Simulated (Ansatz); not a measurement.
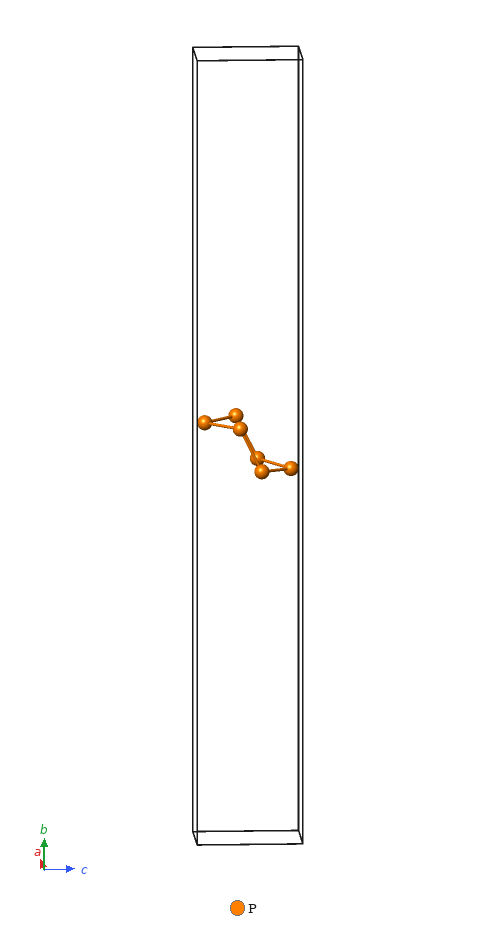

A ball-and-stick rendering, viewed from the side at a slight tilt. The simulation cell is drawn as a box.

P, a = 3.28 Å, b = 34.86 Å, c = 4.63 Å, α = 90.00°, β = 90.00°, γ = 90.00°.

Run with DFT PBEsol, scalar-relativistic, plane waves, PAW (Ansatz) and these settings: an energy cutoff of 420 eV, the zone sampled with 8×1×6 points, Gaussian smearing of 0.05 eV, no spin polarisation.

> Metal or not?

A semiconductor at this level, with a gap of 0.79 eV on the k-mesh (the true edges may lie between mesh points, so the gap can be somewhat smaller).

Provenance: a structure listed in the Materials Project. The cell was then strained or its atoms displaced on purpose. A calculation with Ansatz used it as input.

At this level of theory the run's own cell isn't at rest (forces up to 3.1 eV/Å), so its distances can differ from those at equilibrium, the more so the softer the solid.
